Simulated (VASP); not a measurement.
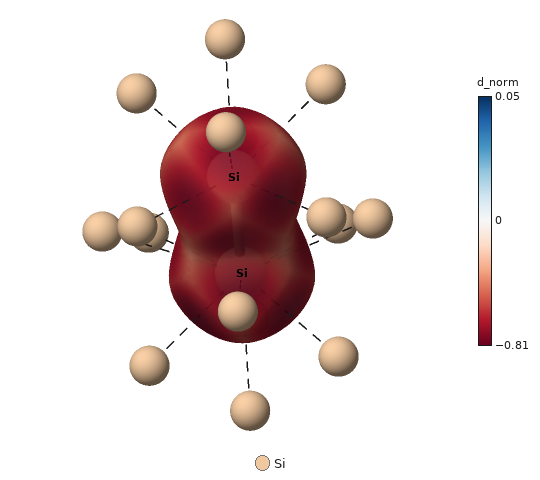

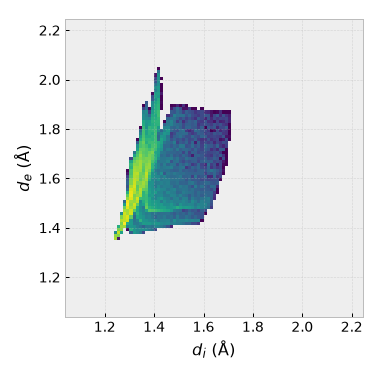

Hirshfeld surface computed for the Si$_{2}$ molecule in Si in space group Cmce, coloured by d_norm. Dashed lines lead to the closest neighbours outside. The second picture is its fingerprint plot, coloured by area on a logarithmic scale (dark little, yellow much).

The surface is where the fragment's share of the procrystal density (the sum of the densities of spherically averaged neutral Hartree-Fock atoms) equals one half. d_i and d_e are the distances from the surface to the nearest nucleus inside and outside; d_norm adds both, each measured against its van der Waals radius (Alvarez: Si 2.19 Å), so red marks contacts shorter than the sum of radii, white equal and blue longer.

The cell is taken from a cell listed in the Materials Project, as set up for an electronic-structure calculation.

```
CELL_PARAMETERS angstrom
8.75044 0.00000 0.00000
0.00000 5.15469 0.00000
0.00000 0.00000 5.18307
ATOMIC_POSITIONS crystal
Si 0.79429 0.00000 0.00000
Si 0.29428 0.00000 0.50000
Si 0.20571 0.00000 0.00000
Si 0.70571 0.00000 0.50000
Si 0.50000 0.34438 0.67413
Si 0.50000 0.65562 0.32587
Si 0.50000 0.15562 0.17413
Si 0.50000 0.84438 0.82587
Si 0.29428 0.50000 0.00000
Si 0.79428 0.50000 0.50000
Si 0.70571 0.50000 0.00000
Si 0.20572 0.50000 0.50000
Si 0.00000 0.84438 0.67413
Si 0.00000 0.15562 0.32587
Si 0.00000 0.65562 0.17413
Si 0.00000 0.34438 0.82587
```

Which contact with the surroundings is the closest relative to the atoms' sizes?

Si···Si at 2.60 Å, 59 % of the sum of the van der Waals radii.

How is the surface shared among contacts (both directions of a pair summed)?

Si···Si 100 %.

Give the size and shape of the surface.

It encloses about 21.7 Å³, has an area of about 42 Å² and a globularity of 0.90 (1 for a sphere).

Where does the fingerprint reach closest to the origin?

The smallest d_i + d_e is about 2.6 Å, which belongs to the shortest contact, Si···Si at 2.60 Å; d_e runs from 1.35 to 2.02 Å.
